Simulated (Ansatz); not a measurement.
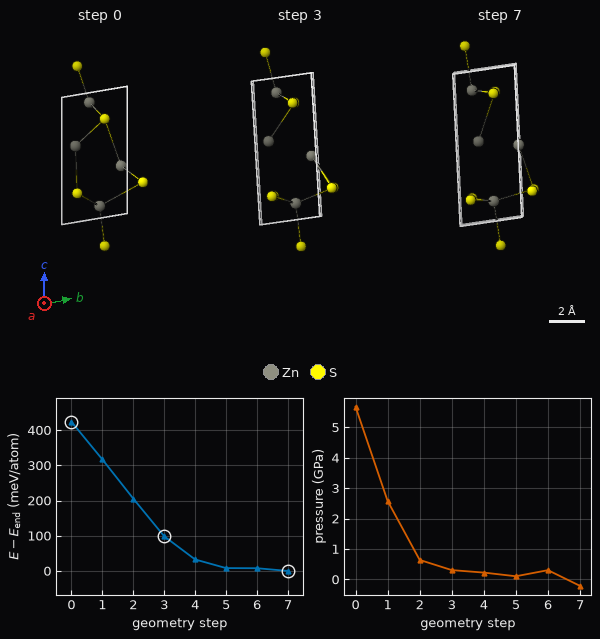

Frames of a relaxation of crystalline Zn2S (a generated structure, set up in P1) (coarse preliminary run), marked on the history of the run. Style: ball-and-stick. Shown: the cell of the calculation, reduced to other axes, along the a axis. Lengths and directions refer to the drawn axes.

The calculation used DFT PBE, scalar-relativistic, plane waves, PAW (Ansatz 0.2.0). (plane-wave cutoff 420 eV; k-point mesh 6 × 6 × 6; occupations gaussian; smearing width 0.2 eV; no spin polarisation; cell and atoms relaxed; force threshold 0.025 eV/Å; at most 60 steps)

> Describe the path.

The run was cut off at its time limit before the relaxation converged, so the last structure is only a point on the way. The largest move relative to the cell is that of a Zn atom, 0.90 Å along [−1 1 1]. By element the largest moves are Zn 0.90 Å, S 0.62 Å. The volume changes by +7.4 %, with a 4.313 → 4.032 Å (−6.5 %), b 4.378 → 4.044 Å (−7.6 %), c 7.535 → 8.872 Å (+17.8 %), α 74.5° → 80.1°, β 75.1° → 80.8°, γ 60.5° → 63.3°. Some distances before and after: S–Zn 3.284 → 2.404 Å, S–Zn 2.886 → 3.759 Å, Zn–Zn 2.424 → 3.250 Å, S–Zn 2.282 → 3.014 Å. New bonds form: S–Zn (3.28 → 2.40 Å). Among the angles between lasting bonds that change: S–Zn–S 128.0° → 98.0°, Zn–S–Zn 57.5° → 82.2°, Zn–S–Zn 61.3° → 82.0°. The space group stays P1 (No. 1). After 7 geometry steps the energy has fallen by 424 meV per atom. Largest force component: 1.5 eV/Å at the start, 0.05 eV/Å at the end. The pressure goes from 5.68 to −0.21 GPa. From step 0 to 3: a Zn atom moves most (0.37 Å), volume +3.0 %, energy −326 meV per atom. From step 3 to 7: a Zn atom moves most (0.59 Å), volume +4.2 %, energy −98.5 meV per atom.

| step | E − E(0), meV/atom | largest force component, eV/Å | pressure, GPa | volume, Å³/atom |
| --- | --- | --- | --- | --- |
| 0 | 0.00 | 1.5342 | 5.68 | 19.675 |
| 1 | -107.13 | 1.0430 | 2.58 | 20.072 |
| 2 | -218.51 | 0.6795 | 0.64 | 20.274 |
| 3 | -325.71 | 0.4847 | 0.31 | 20.271 |
| 4 | -391.59 | 0.3492 | 0.23 | 20.430 |
| 5 | -416.12 | 0.1129 | 0.10 | 21.181 |
| 6 | -416.47 | 0.1411 | 0.30 | 20.892 |
| 7 | -424.20 | 0.0497 | -0.21 | 21.125 |
